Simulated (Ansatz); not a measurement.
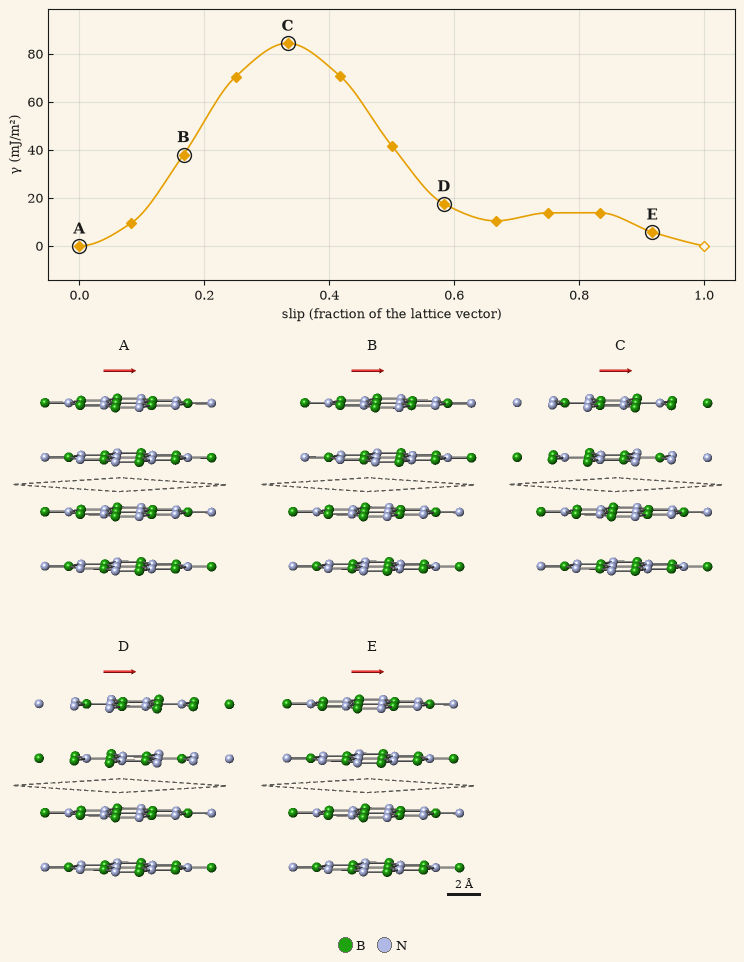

Energy scan for crystalline BN (P6_3/mmc), in which the crystal above a cut along the (0 0 1) plane of the conventional cell (between a plane of B/N below and one of B/N above, 3.33 Å apart) is slid rigidly by fractions of an in-plane lattice vector 4.34 Å long (a generalised stacking fault). One cut stands in each cell, which starts 13.3 Å high; nothing is relaxed, and the dashed outline marks the cut, the arrow on top the direction of slip. The lettered frames are marked on the plot. Hollow markers are points alike by symmetry, not computed again. Style: ball-and-stick. Shown: the layers on both sides of the cut, from the side, nearly along the cut plane.

Computed with DFT PBE+D3(BJ), scalar-relativistic, plane waves, PAW (Ansatz). (plane-wave cutoff 420 eV; k-point mesh 10 × 10 × 2; occupations gaussian; smearing width 0.05 eV; no spin polarisation). Energies (free energies at the smearing named) are counted from the cell as listed in its source, which wasn't relaxed.

**Read off the main features of the energy profile.**

The curve starts and ends at zero, since a full lattice vector restores the crystal. Its highest computed point is 84.5 mJ/m² at slip 0.333. The local minimum at 0.667 (10.5 mJ/m²) is a metastable fault on this line; the lower of the two humps that part it from the perfect crystal is 13.9 mJ/m² high. The path isn't symmetric about half-way. Relaxation across the fault would lower the values.

The computed points:

| slip (fraction of the lattice vector) | γ (mJ/m²) |
| --- | --- |
| 0.000 | 0.0 |
| 0.083 | 9.6 |
| 0.167 | 38.1 |
| 0.250 | 70.5 |
| 0.333 | 84.5 |
| 0.417 | 70.9 |
| 0.500 | 41.8 |
| 0.583 | 17.6 |
| 0.667 | 10.5 |
| 0.750 | 13.8 |
| 0.833 | 13.9 |
| 0.917 | 5.8 |
| 1.000 | 0.0 |

Points that are alike by symmetry were computed once.
